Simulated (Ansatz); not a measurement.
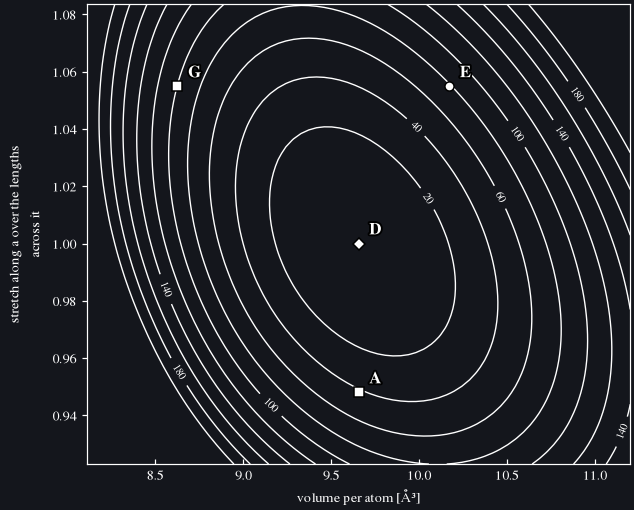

C (Fmmm, No. 69; 4 atoms in the cell). The energy is mapped over volume and the cell's shape. Coordinates scanned: (1) volume per atom; (2) stretch along a over the lengths across it, relative to the relaxed cell. Nothing is relaxed (fractional coordinates fixed). The grid has 7 × 7 points. Points are written as (first, second). All energies are given in meV/atom relative to the lowest grid point. The lowest point has no gap; 32 points of the grid have one on the k-mesh. Computed with Ansatz 0.2.0, DFT PBEsol, scalar-relativistic, plane waves, PAW. Settings: cutoff 520 eV, k-mesh 21×21×6 in the order of the run's cell vectors, gaussian smearing 0.15 eV, no spin polarisation.

In the figure: contour lines labelled in meV/atom (none above 200), lettered points. Between grid points the surface is interpolated.

Q: What kind of point is each of D, E, G: minimum, saddle, maximum or slope?

A: D: minimum; E: on a slope; G: on a slope. (In these two coordinates alone; a stationary point may lie a little off the grid point.)

Q: Rank the lettered points by energy, lowest first.

A: D (0 meV/atom), A (42 meV/atom), E (78 meV/atom), G (100 meV/atom).

PAW datasets: the set soft_1.
